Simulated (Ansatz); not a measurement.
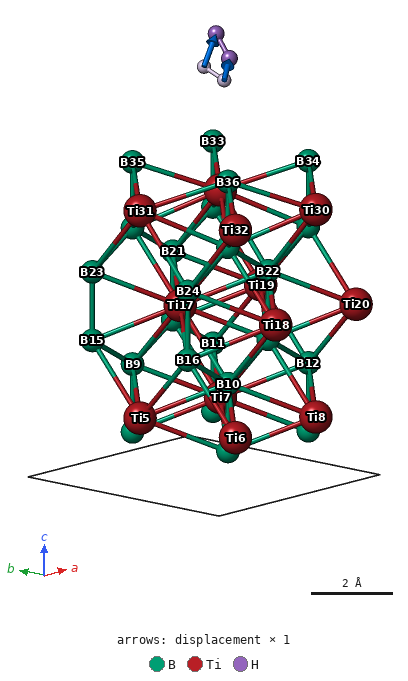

This is a constrained relaxation of a slab of composition Ti₆B₁₂H (cut from the P6/mmm phase). The starting structure is drawn faded, the final one solid; blue arrows show the displacements, at their true length.

The picture is a ball-and-stick view of the cell of the calculation, outlined in the plane, without the vacuum (origin shifted), seen from a free direction.

Case: 1 H2 a cell, tilted, over a bridge Ti-B site. The slab is the (1 0 0) face of TiB2 with H2 on it. 16 atoms are held fixed.

Computed with DFT PBE+D3(BJ), scalar-relativistic, plane waves, PAW in Ansatz. Set-up: plane-wave cutoff 420 eV; k-point mesh 3 × 3 × 1; occupations gaussian; smearing width 0.1 eV; no spin polarisation; dipole correction; atoms relaxed in a fixed cell; force threshold 0.04 eV/Å; at most 100 steps.

Atoms of which element are displaced furthest, and by how much?

Answer. Hydrogen: up to 0.98 Å, against 0.00 Å for boron.

Describe the change and its energy.

Answer. An H atom moves most: 0.98 Å at 44° to the normal (+c side). B and Ti stay in place. The lattice vectors keep their values. The energy falls by 68.8 meV per cell of the calculation in 10 accepted moves (12 points after the start). The largest force component goes from 0.15 to 0.03 eV/Å. The line search rejected the trial step at point 4 of the run. 1 step only repeated the SCF at the same geometry. The forces were under the threshold at step 5, but the run went on from there.

Limits of the set-up: the periodic images lie only 6.0 Å apart, so the values are limited by the cell's size.
